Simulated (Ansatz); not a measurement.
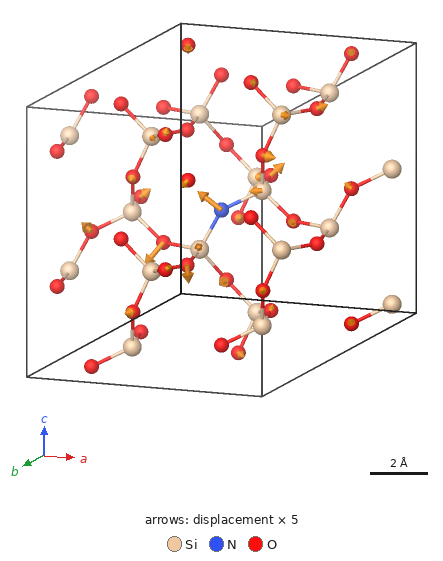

A relaxation of a defect cell of composition Si18NO35 (cell charge −1). The starting structure is drawn; orange arrows show the displacements, 5 times their true length.

A ball-and-stick model of the cell of the calculation (origin shifted), seen from a free direction.

All numbers below come from DFT, PBE, plane-wave PAW, default files, scalar-relativistic (Ansatz 0.2.0). (plane-wave cutoff 420 eV; k-point mesh 3 × 3 × 2; occupations fermi dirac; smearing width 0.01 eV; no spin polarisation; atoms relaxed in a fixed cell; force threshold 0.03 eV/Å; at most 40 steps)

What did the optimiser do to the structure, and how much energy did it gain?

Answer. The energy falls by 1.090 eV per cell of the calculation in 5 geometry steps. Largest force component: 2.8 eV/Å at the start, 0.014 eV/Å at the end. The atom that moves furthest is the N atom (0.23 Å along [−3 0 2]). Largest moves by element: N 0.23 Å, O 0.21 Å, Si 0.10 Å. The cell doesn't change. Some distances before and after: O–Si 1.607 → 1.666 Å, O–Si 1.611 → 1.639 Å, N–Si 1.607 → 1.623 Å. Among the angles between lasting bonds that change: Si–O–Si 143.8° → 131.4°, Si–N–Si 143.8° → 132.4°, Si–O–Si 143.8° → 132.6°. Cost: 17 min on 1 thread of Arm Neoverse V2, on a shared host, peak memory 1.9 GiB.

Limits of the set-up: the cell is charged, on a uniform background, and energies carry no finite-size correction.
